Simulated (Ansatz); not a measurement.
# Calculations on Al3GaN4

### Scan

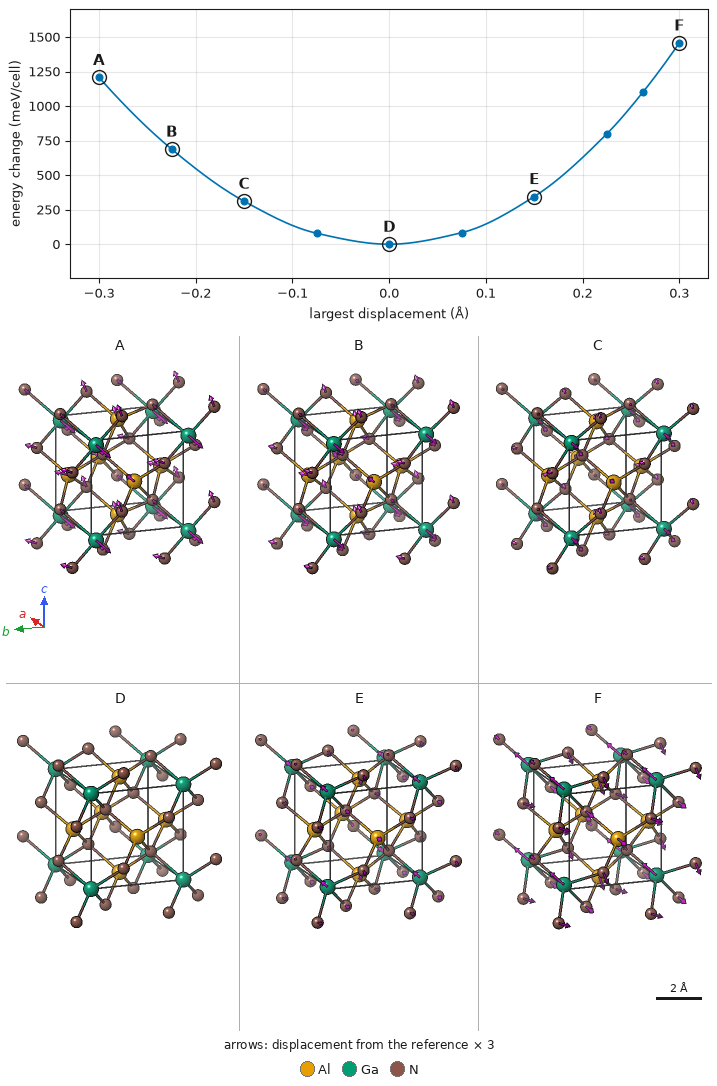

Energy scan for solid Al3GaN4 (P-43m), in which a normal mode at the zone centre (one arbitrary combination within a set of 3 degenerate modes) is frozen in with the cell fixed, the amplitude being the largest displacement of an atom. The lettered frames are marked on the plot. The picture is a ball-and-stick view of the cell of the calculation, seen from a free direction. Purple arrows: displacements from the reference.

All numbers below come from Ansatz, DFT PBEsol, scalar-relativistic, plane waves, PAW. Settings: plane-wave cutoff 420 eV; k-point mesh 6 × 6 × 6; occupations gaussian; smearing width 0.05 eV; no spin polarisation. Energies (free energies at the smearing named) are counted from the relaxed crystal.

### What does the scan show?

The harmonic wavenumber of the mode is 242 cm⁻¹, a stable vibration. Of the computed points the lowest is at the amplitude 0.00 Å, 0 meV/cell. The end points stand at 1207 meV/cell (−0.30 Å) and 1457 meV/cell (0.30 Å). The well is lopsided: at ±0.3000 Å the energy is 1.2 times higher on the positive side. At the highest point the shortest interatomic distance is 1.75 Å, against 1.90 Å in the reference.

The computed points:

| largest displacement (Å) | energy change (meV/cell) |
| --- | --- |
| −0.3000 | 1207 |
| −0.2250 | 689 |
| −0.1500 | 312 |
| −0.0750 | 80 |
| 0.0000 | 0 |
| 0.0750 | 84 |
| 0.1500 | 345 |
| 0.2250 | 798 |
| 0.2625 | 1101 |
| 0.3000 | 1457 |

### Scan

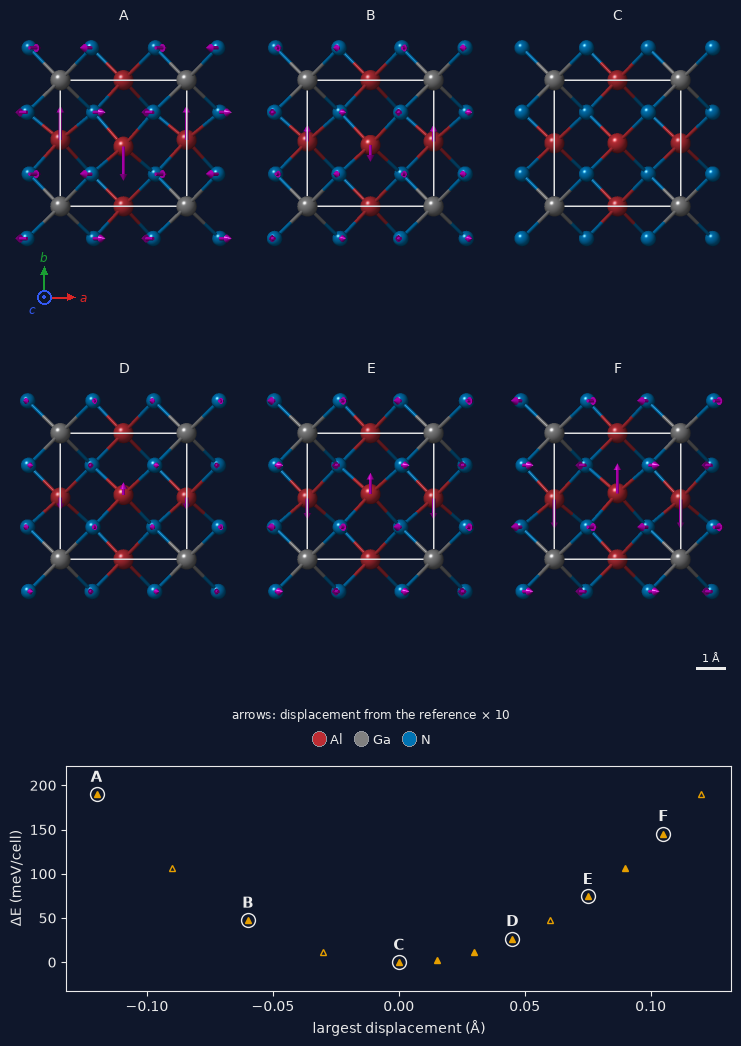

Energy scan for a crystal of Al$_{3}$GaN$_{4}$ (P-43m), in which a normal mode at the zone centre (one arbitrary combination within a set of 3 degenerate modes) is frozen in with the cell fixed, the amplitude being the largest displacement of an atom. The lettered frames are marked on the plot. Hollow markers are points alike by symmetry, not computed again. A ball-and-stick model of the cell of the calculation, seen along the c axis. Purple arrows: displacements from the reference.

Computed with DFT PBEsol, scalar-relativistic, plane waves, PAW (Ansatz). (plane-wave cutoff 420 eV; k-point mesh 6 × 6 × 6; occupations gaussian; smearing width 0.05 eV; no spin polarisation). Energies (free energies at the smearing named) are counted from the relaxed crystal.

Describe the profile.

The harmonic wavenumber of the mode is 327 cm⁻¹, a stable vibration. Of the computed points the lowest is at the amplitude 0.00 Å, 0.0 meV/cell. The well is symmetric.

### Energy map

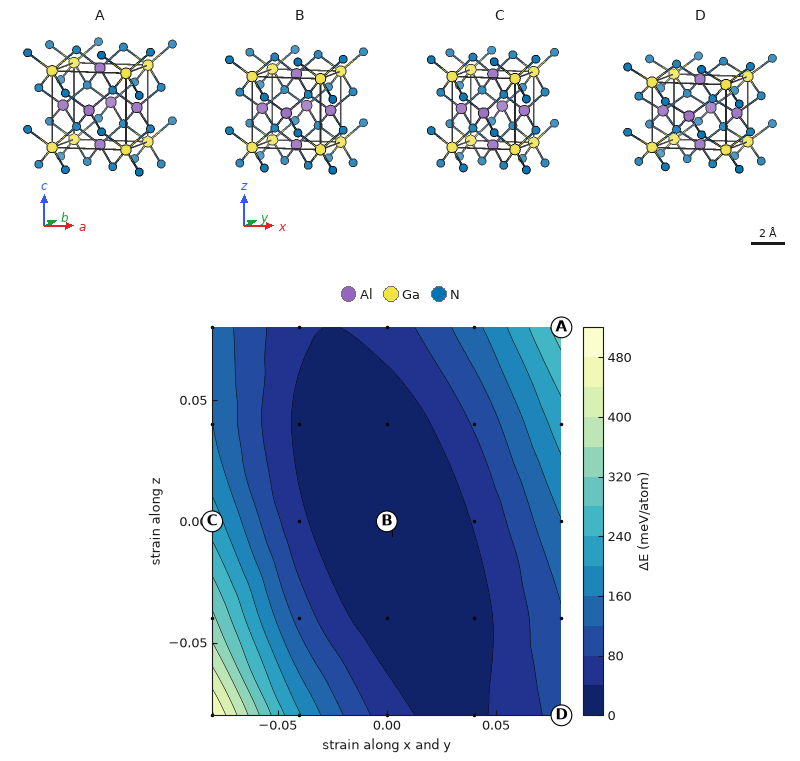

A scan of a crystal of Al$_{3}$GaN$_{4}$ (P-43m): the cell is strained equally along x and y and separately along z, with the atoms kept at their fractional coordinates. x, y and z are the Cartesian axes of the input. The map is interpolated between the computed points (dots). The lettered frames are marked on it. Style: ball-and-stick. Shown: the cell of the calculation, slightly off an axis.

These are results of Ansatz, DFT PBEsol, scalar-relativistic, plane waves, PAW, not measurements. Settings: plane-wave cutoff 420 eV; k-point mesh 6 × 6 × 6; occupations gaussian; smearing width 0.05 eV; no spin polarisation. Energies (free energies at the smearing named) are counted from the relaxed crystal.

### Where is the lowest point of the map, and what else does it tell?

In pairs of (strain along x and y; strain along z): the lowest computed point lies at (0.000, 0.000) (0 meV/atom), the highest at (−0.080, −0.080) (487 meV/atom). The valley is tilted: raising the in-plane strain is made harder by raising the strain along z (cross term 0.62 of the geometric mean of the two curvatures). Over the ranges scanned the energy rises more along the first axis, the in-plane strain. The pressure runs from −28.4 GPa at (0.080, 0.080) to 80.8 GPa at (−0.080, −0.080). The frames lie at A (0.080, 0.080): 300 meV/atom, B (0.000, 0.000): 0 meV/atom, C (−0.080, 0.000): 222 meV/atom, D (0.080, −0.080): 94 meV/atom.

The computed points:

Rows: strain along x and y; columns: strain along z; values in meV/atom.

|  | −0.080 | −0.040 | 0.000 | 0.040 | 0.080 |
| --- | --- | --- | --- | --- | --- |
| −0.080 | 487 | 329 | 222 | 161 | 145 |
| −0.040 | 203 | 108 | 51 | 32 | 50 |
| 0.000 | 62 | 15 | 0 | 15 | 59 |
| 0.040 | 33 | 26 | 43 | 84 | 148 |
| 0.080 | 94 | 117 | 159 | 220 | 300 |

### One mode

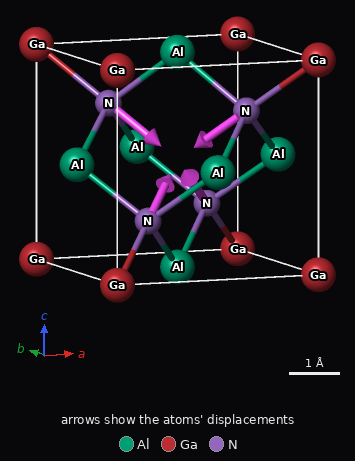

One vibrational mode of a crystal of Al3GaN4 at the zone centre. The pink arrows give the relative displacements of the atoms. The picture is a ball-and-stick view of the cell of the calculation, seen slightly off an axis.

Theory: Ansatz, DFT PBEsol, scalar-relativistic, plane waves, PAW. Set-up: plane-wave cutoff 420 eV; k-point mesh 6 × 6 × 6; occupations gaussian; smearing width 0.05 eV; no spin polarisation.

Frequencies are those without the non-analytic (LO–TO) term.

Question: Describe the mode and give its frequency.

Answer: This is the A₁ mode at 84.8 meV, optical level 7 of 8, counted from below, Raman-active by symmetry. The Al and Ga atoms stay at rest; atoms of one kind move against one another, with no net shift of their sublattice; it stretches the Ga–N bonds (1.95 Å).
